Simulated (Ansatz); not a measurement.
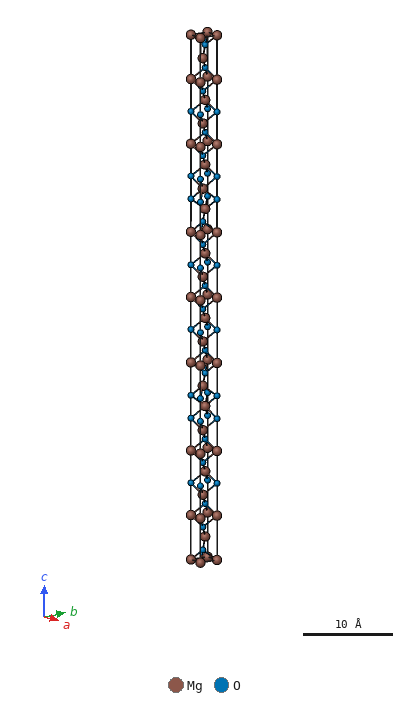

*The input geometry (ball-and-stick view of the cell 3 times as large as that of the calculation, set on its symmetry axes, seen slightly off an axis).*

Geometry relaxation, with input and output: MgO (part 1 of 2)

The run: geometry relaxation of MgO (16 atoms in the cell). Method and program: DFT PBE, scalar-relativistic, plane waves, PAW, no spin polarisation (Ansatz 0.2.0).

The structure derives from a Materials Project entry. It belongs to a series of runs on one base structure; here: structure listed in a database for this formula (R-3m, No. 166).

The input
```yaml
crystal:
  lattice:
    - [1.4974545975, 0.864555815, 19.9822138309]
    - [-1.4974545975, 0.864555815, 19.9822138309]
    - [0.0, -1.72911163, 19.9822138309]
  atoms:
    - { symbol: Mg, position: [0.375606, 0.375606, 0.375606] }
    - { symbol: Mg, position: [0.624394, 0.624394, 0.624394] }
    - { symbol: Mg, position: [0.792271, 0.792271, 0.792271] }
    - { symbol: Mg, position: [0.207729, 0.207729, 0.207729] }
    - { symbol: Mg, position: [0.91544, 0.91544, 0.91544] }
    - { symbol: Mg, position: [0.08456, 0.08456, 0.08456] }
    - { symbol: Mg, position: [0.5, 0.5, 0.5] }
    - { symbol: Mg, position: [0.0, 0.0, 0.0] }
    - { symbol: O, position: [0.146135, 0.146135, 0.146135] }
    - { symbol: O, position: [0.853865, 0.853865, 0.853865] }
    - { symbol: O, position: [0.438417, 0.438417, 0.438417] }
    - { symbol: O, position: [0.561583, 0.561583, 0.561583] }
    - { symbol: O, position: [0.312875, 0.312875, 0.312875] }
    - { symbol: O, position: [0.687125, 0.687125, 0.687125] }
    - { symbol: O, position: [0.269236, 0.269236, 0.269236] }
    - { symbol: O, position: [0.730764, 0.730764, 0.730764] }
basis:
  ecutwfc: 420
kpoints:
  mp_grid: { grid: [12, 12, 12] }
hamiltonian:
  xc: pbe
scf:
  occupations: { method: gaussian, width: 0.02 }
output:
  forces: true
  stress: true
  eigenvalues: true
relax:
  adjacent_minimum: "off"
  f_tol: 0.01
  max_steps: 80
  cell: { stress_tol: 0.05 }
```

Run on 4 threads of Intel Xeon (Granite Rapids), 192 GiB of memory available, shared host.

Launched with:
```bash
ansatz run input.yaml --threads 4 --pin off --max-ram 10240MiB --backend cpu --events-out ev --progress --plain --runs-dir out
```

Log
```
basis.fft_grid_basis auto: the FFT boxes are laid along the combinations [[1, 0, -1], [0, 1, -1], [0, 0, 1]] of the cell's own vectors, 2.995, 2.995 and 20.057 Å long. The dense box has 24×24×135 points. Along the cell's own vectors, as sized, it would have 135×135×135, 31.64 times as many. Of the 12 symmetry operations that the crystal satisfies within crystal.symmetry.tolerance (time reversal apart; of a slab, those that keep its plane) the dense box along the cell's own vectors carries 12, and the one as laid loses 8 of those. basis.fft_grid_basis: typed keeps the cell's own vectors: state it where this run's energies or levels are differenced outside the engine with another run's, or held beside a run that keeps those vectors.
Engine: ansatz 0.2.0, x86_64-unknown-linux-gnu
Pseudopotentials: kind: paw
Pseudopotential: Mg, paw, valence charge 10, recommended cutoff 420 eV (normal), Mg.paw.azcp
Pseudopotential: O, paw, valence charge 6, recommended cutoff 420 eV (normal), O.paw.azcp
Functional definition: PBE
  parameter kappa = 0.804
  parameter beta = 0.06672455060314922
  exchange = pbe_x(kappa = kappa, mu = beta*pi^2/3)
  correlation = pbe_c(beta = beta)
Crystal: 16 atoms, lattice volume = 155.218 Å³
Basis set: ecut = 420 eV, 2953 PW (Γ), FFT grids on a1−a3, a2−a3, a3, exchange–correlation on 48×48×270 points (8 copies of the dense FFT grid, shifted against one another)
Bands: 80, of which v1, the nominal top of the filled ones, is band 64 counted from 1 (63 counted from 0)
Symmetry: 12 space group operations
Space group: R-3m (ITA 166), of the structure as read, at distance tolerance 5.4e-5 Å
k-points: 189 of 1728
Non-local potential: Mg, projectors of the file, l = 0: 3, l = 1: 2, l = 2: 1
Non-local potential: O, projectors of the file, l = 0: 2, l = 1: 2, l = 2: 1
PAW form: soft (Blöchl's): semilocal exchange-correlation on the pseudo side does not see the compensation charge
PAW one-centre angular grid: Mg, 110 points (default); XC on 64 Gauss nodes
PAW one-centre angular grid: O, 110 points (default); XC on 64 Gauss nodes
Initial density: superposition of atomic densities (neutral atoms: chi_scale 0, normalization atom), corrected by the library's trained network
Initial wavefunctions: pseudopotential atomic-orbital guess
Functional: x = pbe(κ = 0.804, μ = 0.2195149727645171), c = pbe(β = 0.06672455060314922)
SCF iter   1: F=—  HF=-19952.159260 eV  |F-HF|=—  |Δ(HF+E_count)|=         —  Δρ=8.76e-4  dr2=5.31e-3  ethr=1.77e-3  ⟨swp⟩=6.0  Hψ=62938  notcnv=0  defer=471
preconditioner: auto → Resta (q_TF=auto, 2.642 Å⁻¹)  ε∞=3.4  [insulator: Δε(μ)=3.914 eV  Ē_g=15.432 eV  σ=0.020 eV  W_gap=1.00  n_scr=58 (ndim 8)  ℏωp=23.8 eV  f_vac=0.000  D(μ)=0.00/eV (n_scr^D=0)  ε∞_Penn≈3.4]
SCF iter   2: F=—  HF=-19952.159162 eV  |F-HF|=—  |Δ(HF+E_count)|=   9.76e-5  Δρ=5.36e-4  dr2=3.15e-3  ethr=4.15e-6  ⟨swp⟩=2.1  Hψ=21191  notcnv=0  defer=1683
SCF iter   3: F=—  HF=-19952.158766 eV  |F-HF|=—  |Δ(HF+E_count)|=   3.96e-4  Δρ=2.94e-4  dr2=3.82e-4  ethr=2.46e-6  ⟨swp⟩=2.0  Hψ=18718  notcnv=0  defer=1683
SCF iter   4: F=—  HF=-19952.158676 eV  |F-HF|=—  |Δ(HF+E_count)|=   9.09e-5  Δρ=1.14e-4  dr2=4.88e-5  ethr=2.99e-7  ⟨swp⟩=2.0  Hψ=17485  notcnv=0  defer=1683
SCF iter   5: F=—  HF=-19952.158616 eV  |F-HF|=—  |Δ(HF+E_count)|=   6.00e-5  Δρ=2.81e-5  dr2=1.47e-6  ethr=3.81e-8  ⟨swp⟩=2.0  Hψ=18510  notcnv=0  defer=1888
SCF iter   6: F=—  HF=-19952.158616 eV  |F-HF|=—  |Δ(HF+E_count)|=   5.47e-8  Δρ=9.67e-6  dr2=1.71e-7  ethr=1.15e-9  ⟨swp⟩=2.0  Hψ=20050  notcnv=0  defer=1934
SCF iter   7: F=-19952.158616 eV  HF=-19952.158616 eV  |F-HF|=2.47e-8  |Δ(HF+E_count)|=   1.68e-8  Δρ=4.58e-6  dr2=3.05e-8  ethr=7.81e-11  ⟨swp⟩=10.9  Hψ=70165  notcnv=0
SCF 1 converged in 7 iterations: F = -19952.158616 eV  dr2 = 3.05e-8
  greatest PAW one-centre occupation: 1.000 electrons in one spin orbital (limit 2), on the Mg atom at site 3 (counted from 0), in its partial waves of l = 0
relax step   1: F+E_penalty+E_count = -19952.15861553 eV  Δ(F+E_penalty+E_count) = +0.000e0 eV  max|allowed force component| = 1.398e-2 eV/Å  Δτ_max = 0.0000 Å  P = +0.037 GPa  Ω = 155.218 Å³  (7 SCF iters, dr2 threshold 1.00e-7 eV, accepted)
Crystal: 16 atoms, lattice volume = 155.243 Å³
Initial density: handed on by an earlier stage of this run
Initial wavefunctions: those handed on with the density
iter 1 solved again at ethr=2.79e-8 eV; its pass at ethr=3.10e-3 eV (dr2=3.57e-5 eV) is discarded
SCF iter   1: F=—  HF=-19952.158658 eV  |F-HF|=—  |Δ(HF+E_count)|=         —  Δρ=2.47e-4  dr2=3.78e-5  ethr=2.79e-8  ⟨swp⟩=2.7  Hψ=57285  notcnv=0  defer=2
preconditioner: auto → Resta (q_TF=auto, 2.642 Å⁻¹)  ε∞=3.4  [insulator: Δε(μ)=3.878 eV  Ē_g=15.433 eV  σ=0.020 eV  W_gap=1.00  n_scr=58 (ndim 8)  ℏωp=23.8 eV  f_vac=0.000  D(μ)=0.00/eV (n_scr^D=0)  ε∞_Penn≈3.4]
SCF iter   2: F=—  HF=-19952.158661 eV  |F-HF|=—  |Δ(HF+E_count)|=   2.82e-6  Δρ=1.33e-4  dr2=1.19e-5  ethr=2.79e-8  ⟨swp⟩=1.0  Hψ=15123  notcnv=0
SCF iter   3: F=—  HF=-19952.158596 eV  |F-HF|=—  |Δ(HF+E_count)|=   6.48e-5  Δρ=1.53e-5  dr2=3.90e-7  ethr=9.28e-9  ⟨swp⟩=3.0  Hψ=29376  notcnv=0
SCF iter   4: F=—  HF=-19952.158596 eV  |F-HF|=—  |Δ(HF+E_count)|=   1.97e-8  Δρ=4.27e-6  dr2=8.43e-8  ethr=3.05e-10  ⟨swp⟩=2.0  Hψ=19591  notcnv=0
iter 5 did not close the SCF: its close was put off for the readings that it lacked (scf_convergence_deferred on its scf_iter line)
SCF iter   5: F=-19952.158596 eV  HF=-19952.158596 eV  |F-HF|=1.81e-8  |Δ(HF+E_count)|=   9.22e-9  Δρ=1.55e-6  dr2=1.96e-8  ethr=6.59e-11  ⟨swp⟩=2.0  Hψ=16850  notcnv=0
SCF iter   6: F=-19952.158596 eV  HF=-19952.158596 eV  |F-HF|=2.09e-9  |Δ(HF+E_count)|=   4.90e-9  Δρ=6.37e-7  dr2=2.48e-9  ethr=1.53e-11  ⟨swp⟩=2.6  Hψ=45359  notcnv=0
SCF 2 converged in 6 iterations: F = -19952.158596 eV  dr2 = 2.48e-9
relax step   2: F+E_penalty+E_count = -19952.15859622 eV  Δ(F+E_penalty+E_count) = +1.931e-5 eV  max|allowed force component| = 7.119e-3 eV/Å  Δτ_max = 0.0019 Å  P = +0.018 GPa  Ω = 155.243 Å³  energy of the carried Pulay correction = -9.351e-5 eV  (6 SCF iters, dr2 threshold 2.66e-8 eV, accepted)
Crystal: 16 atoms, lattice volume = 155.259 Å³
iter 1 solved again at ethr=3.40e-9 eV; its pass at ethr=3.10e-3 eV (dr2=4.35e-6 eV) is discarded
SCF iter   1: F=—  HF=-19952.158569 eV  |F-HF|=—  |Δ(HF+E_count)|=         —  Δρ=8.98e-5  dr2=4.74e-6  ethr=3.40e-9  ⟨swp⟩=2.9  Hψ=57248  notcnv=0  defer=1
preconditioner: auto → Resta (q_TF=auto, 2.642 Å⁻¹)  ε∞=3.4  [insulator: Δε(μ)=3.879 eV  Ē_g=15.432 eV  σ=0.020 eV  W_gap=1.00  n_scr=58 (ndim 8)  ℏωp=23.8 eV  f_vac=0.000  D(μ)=0.00/eV (n_scr^D=0)  ε∞_Penn≈3.4]
SCF iter   2: F=—  HF=-19952.158567 eV  |F-HF|=—  |Δ(HF+E_count)|=   1.82e-6  Δρ=4.83e-5  dr2=1.45e-6  ethr=3.40e-9  ⟨swp⟩=2.0  Hψ=19450  notcnv=0
iter 3 did not close the SCF: its close was put off for the readings that it lacked (scf_convergence_deferred on its scf_iter line)
SCF iter   3: F=-19952.158567 eV  HF=-19952.158567 eV  |F-HF|=4.18e-10  |Δ(HF+E_count)|=   2.90e-7  Δρ=5.13e-6  dr2=3.44e-8  ethr=1.13e-9  ⟨swp⟩=2.1  Hψ=22447  notcnv=0
iter 4 did not close the SCF: its close was put off for the readings that it lacked (scf_convergence_deferred on its scf_iter line)
SCF iter   4: F=-19952.158567 eV  HF=-19952.158567 eV  |F-HF|=1.39e-9  |Δ(HF+E_count)|=   7.55e-9  Δρ=1.55e-6  dr2=4.79e-9  ethr=2.69e-11  ⟨swp⟩=2.0  Hψ=20121  notcnv=0
iter 5 did not close the SCF: its close was put off for the readings that it lacked (scf_convergence_deferred on its scf_iter line)
SCF iter   5: F=-19952.158567 eV  HF=-19952.158567 eV  |F-HF|=6.33e-10  |Δ(HF+E_count)|=  5.89e-10  Δρ=4.71e-7  dr2=7.69e-10  ethr=3.74e-12  ⟨swp⟩=2.0  Hψ=19627  notcnv=0
SCF iter   6: F=-19952.158567 eV  HF=-19952.158567 eV  |F-HF|=1.71e-10  |Δ(HF+E_count)|=  1.13e-10  Δρ=1.34e-7  dr2=1.81e-10  ethr=1.00e-12  ⟨swp⟩=2.3  Hψ=38538  notcnv=0
SCF 3 converged in 6 iterations: F = -19952.158567 eV  dr2 = 1.81e-10
relax step   3: F+E_penalty+E_count = -19952.15856700 eV  Δ(F+E_penalty+E_count) = +2.922e-5 eV  max|allowed force component| = 1.463e-3 eV/Å  Δτ_max = 0.0008 Å  P = -0.000 GPa  Ω = 155.259 Å³  energy of the carried Pulay correction = -1.529e-4 eV  (6 SCF iters, dr2 threshold 4.10e-8 eV, accepted)
Initial wavefunctions: pseudopotential atomic-orbital guess (no wavefunctions were taken with the density)
iter 1 solved again at ethr=1.12e-8 eV; its pass at ethr=3.10e-3 eV (dr2=1.43e-5 eV) is discarded
SCF iter   1: F=—  HF=-19952.158745 eV  |F-HF|=—  |Δ(HF+E_count)|=         —  Δρ=4.28e-5  dr2=6.74e-8  ethr=1.12e-8  ⟨swp⟩=3.9  Hψ=110708  notcnv=0  defer=5
SCF iter   2: F=—  HF=-19952.158699 eV  |F-HF|=—  |Δ(HF+E_count)|=   4.62e-5  Δρ=2.17e-5  dr2=1.70e-8  ethr=5.26e-11  ⟨swp⟩=2.1  Hψ=27373  notcnv=0  defer=2
SCF iter   3: F=—  HF=-19952.158705 eV  |F-HF|=—  |Δ(HF+E_count)|=   5.76e-6  Δρ=2.89e-6  dr2=6.95e-10  ethr=1.33e-11  ⟨swp⟩=2.2  Hψ=20369  notcnv=0  defer=2
iter 4 did not close the SCF: its close was put off for the readings that it lacked (scf_convergence_deferred on its scf_iter line)
SCF iter   4: F=-19952.158705 eV  HF=-19952.158705 eV  |F-HF|=5.82e-11  |Δ(HF+E_count)|=   9.84e-8  Δρ=2.77e-7  dr2=6.33e-11  ethr=1.00e-12  ⟨swp⟩=2.2  Hψ=21335  notcnv=0  defer=2
iter 5 did not close the SCF: its close was put off for the readings that it lacked (scf_convergence_deferred on its scf_iter line)
SCF iter   5: F=-19952.158705 eV  HF=-19952.158705 eV  |F-HF|=3.64e-12  |Δ(HF+E_count)|=  8.73e-11  Δρ=8.66e-8  dr2=1.73e-11  ethr=1.00e-12  ⟨swp⟩=1.0  Hψ=15064  notcnv=0  defer=2
iter 6 did not close the SCF: its close was put off for the readings that it lacked (scf_convergence_deferred on its scf_iter line)
SCF iter   6: F=-19952.158705 eV  HF=-19952.158705 eV  |F-HF|=3.64e-12  |Δ(HF+E_count)|=    0.00e0  Δρ=4.14e-8  dr2=3.40e-12  ethr=1.00e-12  ⟨swp⟩=1.0  Hψ=15064  notcnv=0  defer=2
iter 7 did not close the SCF: its close was put off for the readings that it lacked (scf_convergence_deferred on its scf_iter line)
SCF iter   7: F=-19952.158705 eV  HF=-19952.158705 eV  |F-HF|=3.64e-12  |Δ(HF+E_count)|=    0.00e0  Δρ=3.26e-8  dr2=9.51e-13  ethr=1.00e-12  ⟨swp⟩=1.0  Hψ=15064  notcnv=0  defer=2
SCF iter   8: F=-19952.158705 eV  HF=-19952.158705 eV  |F-HF|=0.00e0  |Δ(HF+E_count)|=    0.00e0  Δρ=1.14e-8  dr2=1.19e-13  ethr=1.00e-12  ⟨swp⟩=2.0  Hψ=33283  notcnv=0
SCF 4 converged in 8 iterations: F = -19952.158705 eV  dr2 = 1.19e-13
relax step   4: F+E_penalty+E_count = -19952.15870463 eV  Δ(F+E_penalty+E_count) = -1.376e-4 eV  max|allowed force component| = 1.458e-3 eV/Å  Δτ_max = 0.0000 Å  P = +0.002 GPa  Ω = 155.259 Å³  stress off target by 5.87e-3 GPa  SCF on the basis re-selected at this cell (its energy is not comparable with the rows above)  (8 SCF iters)
```

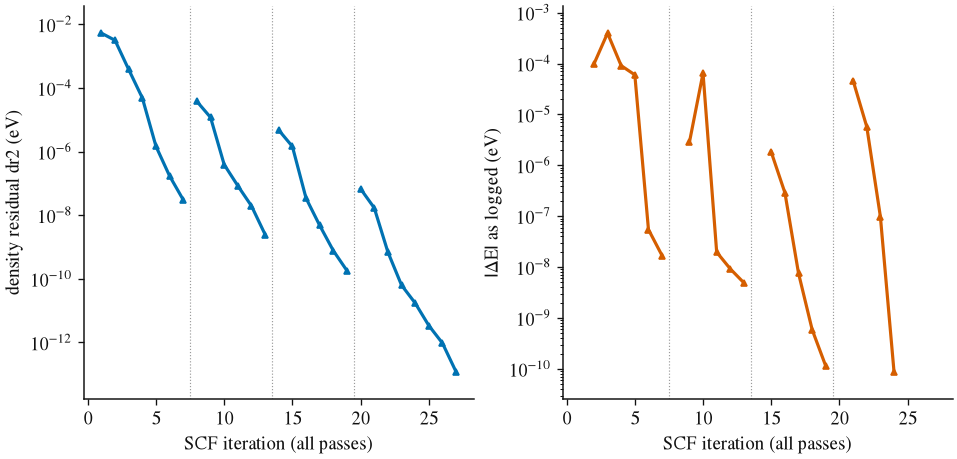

*Convergence of the self-consistent field: density residual dr2 and size of the energy change against the SCF iteration. The dotted lines part the SCF passes of the relaxation: geometry steps, rejected trials and re-solves on a re-selected basis.*

The passes take 7, 6, 6 and 8 iterations.

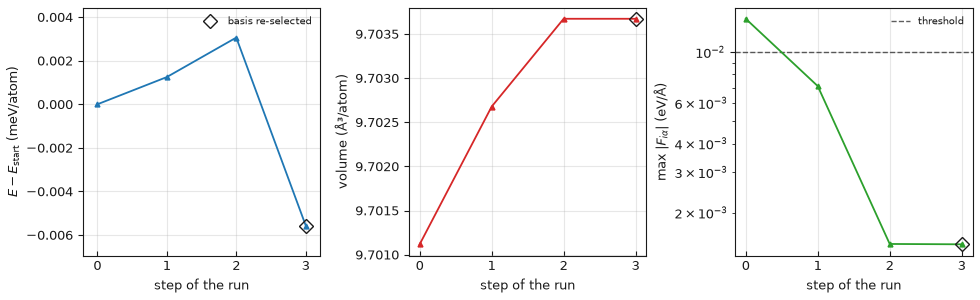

*Progress of the relaxation, step by step (the first geometry is step 0 here and step 1 in the log).*

The energy rises by next to nothing (0.0 meV per atom) in 2 geometry steps. The largest force component goes from 0.014 to 0.0015 eV/Å. The pressure goes from 0.04 to 0.00 GPa. The atoms keep their places relative to the cell (all moves are under 0.005 Å). The space group stays R-3m (No. 166). A last SCF at the same geometry on a re-selected plane-wave basis shifts the energy by next to nothing (0.0 meV per atom).

```
basis re-selected at this cell: Δ(F+E_penalty+E_count) = -1.376e-4 eV, ΔP = +0.002 GPa vs the last step (what re-selecting the basis moved, of the pressure what is left beyond the Pulay correction that the steps carried, after the strain that the cell walked since its last selection, with what the two solves' SCF thresholds leave and, on support functions, any second-order correction that the steps lacked; it is no measure of the basis error at this ecutwfc). This SCF's stress stands 5.87e-3 GPa from its target on what of the cell is left free (relax.cell.stress_tol is 5.00e-2 GPa) and its largest allowed force component is 1.46e-3 eV/Å (relax.f_tol is 1.00e-2 eV/Å): within both
SCF converged after 8 iterations
Free energy (F): -19952.158705 eV
Harris-Foulkes:  -19952.158705 eV  (|F-HF|=0.00e0)
Internal energy: -19952.158705 eV  (E = F + TS)
E sigma→0 (E₀):  -19952.158705 eV
Fermi energy:    9.747903 eV
--- Per-component energies (eV) ---
  E_band       = -2399.576193
  E_kinetic    = 2039.253564
  E_local      = -13068.653301  (includes V_loc(G=0)·N_el)
  E_nonlocal   = 1142.165863
  E_hartree    = 4533.326659
  E_xc         = -839.824036
  E_vxc        = -1076.051449  (∫ρ·V_xc dr)
  E_paw        = -3601.273076  (= ΣΔE_a)
  E_vpaw       = -502.963931  (= ΣTr[D̂ρ^β])
  E_aug_tail   = 0.019738  (compensation charges beyond the density's cutoff)
  E_ewald      = -10157.174116
  E_smearing   = -0.000000  (= −TS)
  E_closure    = -0.000000  (closes the sum)
  Σ components = -19952.158705   (vs F -19952.158705, Δ=0.00e0)
```
